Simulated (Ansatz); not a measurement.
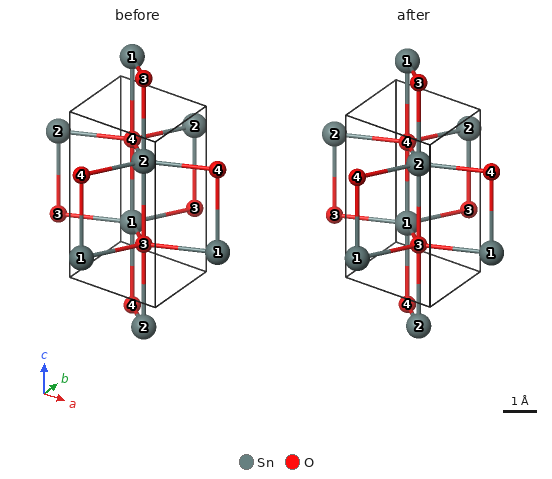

The structure of a crystal of SnO (built on the h-MgO (five-fold) type) before (left) and after (right) a relaxation, at one scale.

The picture is a ball-and-stick view of the cell of the calculation, seen slightly off an axis.

Computed with DFT, PBEsol, plane waves, PAW (Ansatz). Set-up: plane-wave cutoff 420 eV; k-point mesh 6 × 6 × 4; occupations fermi dirac; smearing width 0.02 eV; no spin polarisation; cell and atoms relaxed; force threshold 0.005 eV/Å.

Question: What changed between the two?

Answer: No atom moves by more than 0.005 Å relative to the cell. Cell: a = b 4.175 → 4.115 Å (−1.4 %), c 5.231 → 5.124 Å (−2.0 %). Volume −4.8 %. Near-neighbour distances that change, for instance: Sn1–O4 2.615 → 2.562 Å, Sn1–O3 2.410 → 2.376 Å. The space group stays P6_3/mmc (No. 194). The energy falls by 45.0 meV per cell of the calculation in 4 accepted moves (6 points after the start). All forces vanish by symmetry, so only the cell relaxes. The pressure goes from −3.63 to −0.01 GPa. At 2 points the geometry stayed and the basis and grid were re-selected for the new cell (energy shift of 6.6 meV per cell of the calculation at most each time). The run took about 13 core-seconds on a shared host.
